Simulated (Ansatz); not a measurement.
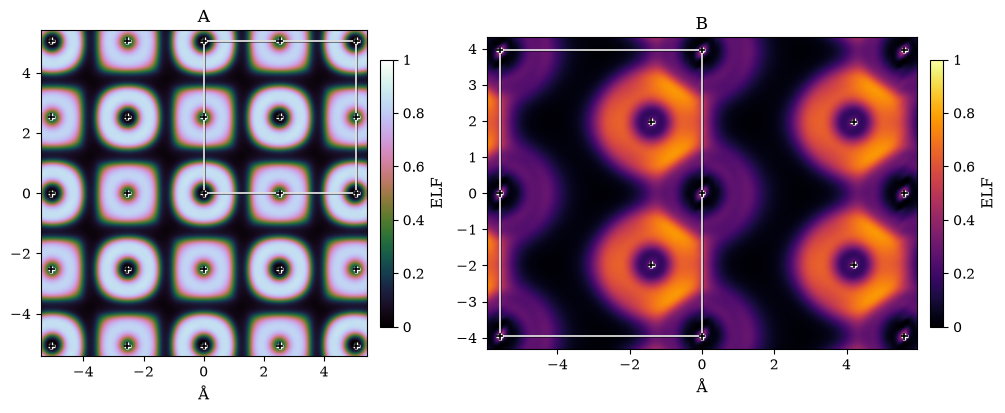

The ELF of 2 systems, each on a plane through atoms (crosses mark nuclei in the plane).

Theory: DFT LDA, scalar-relativistic, plane waves, PAW (Ansatz 0.2.0).

System 1: GaAs, the (110) plane of the conventional cell. Space group F-43m; a structure from a database of computed crystals, not necessarily the ambient phase.

```
Ga As
1.0
     5.60338    0.00000    0.00000
     0.00000    0.00000   -5.60338
     0.00000    5.60338    0.00000
Ga As
4 4
Direct
  0.50000 0.50000 0.00000
  0.00000 0.50000 0.50000
  0.00000 0.00000 0.00000
  0.50000 0.00000 0.50000
  0.75000 0.75000 0.25000
  0.25000 0.75000 0.75000
  0.25000 0.25000 0.25000
  0.75000 0.25000 0.75000
```

System 2: SrO, the (100) plane of the conventional cell. Space group Fm-3m.

```
CELL_PARAMETERS angstrom
5.06438 0.00000 0.00000
0.00000 5.06438 0.00000
0.00000 0.00000 5.06438
ATOMIC_POSITIONS crystal
Sr 0.00000 0.00000 0.00000
Sr 0.50000 0.50000 0.00000
Sr 0.50000 0.00000 0.50000
Sr 0.00000 0.50000 0.50000
O 0.50000 0.00000 0.00000
O 0.00000 0.50000 0.00000
O 0.00000 0.00000 0.50000
O 0.50000 0.50000 0.50000
```

Q: Match each panel to its system.

A: Panel A is system 2, SrO: the plane holds Sr and O. Sr–O (2.53 Å): the ELF is about 0.10 at the midpoint; a closed-shell, largely ionic contact. Panel B is system 1, GaAs: the plane holds Ga and As. Ga–As (2.43 Å): the ELF peaks at about 0.75 between the atoms: localised, covalent bonding.
